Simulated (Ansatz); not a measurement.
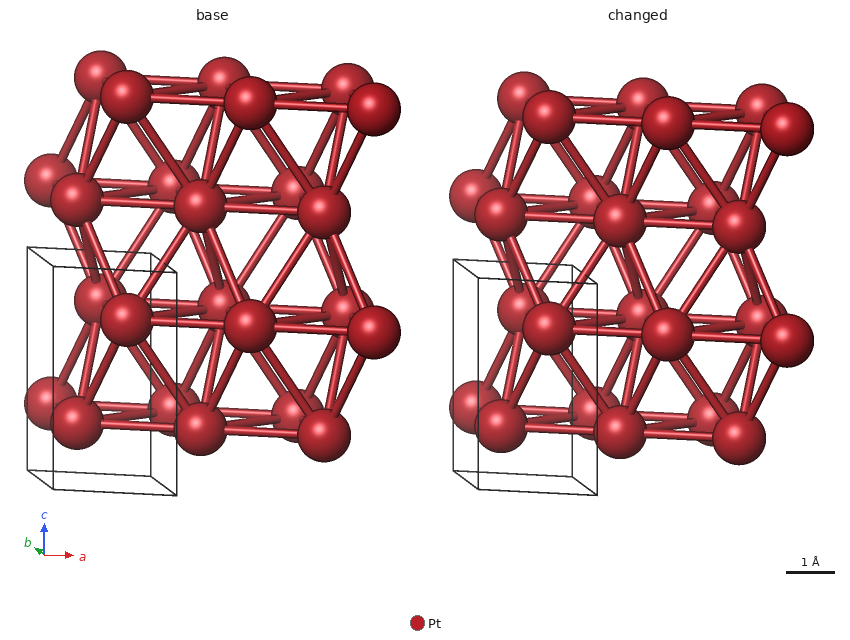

Left: a crystal of Pt (set up in P6_3/mmc). Right: the same structure after one change, at the same scale. Style: ball-and-stick. Shown: the cell of the calculation, repeated 3 × 2 × 2 with one cell outlined, slightly off an axis.

Computed with DFT PBE, scalar-relativistic, plane waves, PAW (Ansatz). Set-up: plane-wave cutoff 420 eV; k-point mesh 18 × 18 × 10; occupations gaussian; smearing width 0.1 eV; no spin polarisation.

Question: What was changed?

Answer: The volume is changed by −12.0 %. The cell's shape and the atoms are relaxed at that volume.

Question: And its effect?

Answer: The volume changes by −12.0 %, with a = b 2.759 → 2.657 Å (−3.7 %), c 4.781 → 4.534 Å (−5.2 %). The atoms keep their places relative to the cell (all moves are under 0.005 Å). Near-neighbour distances before and after: Pt–Pt 2.873 → 2.737 Å, Pt–Pt 2.759 → 2.657 Å. The space group stays P6_3/mmc (No. 194). Energy change: +224 meV per atom. The pressure goes from 0.0 to 43.6 GPa.
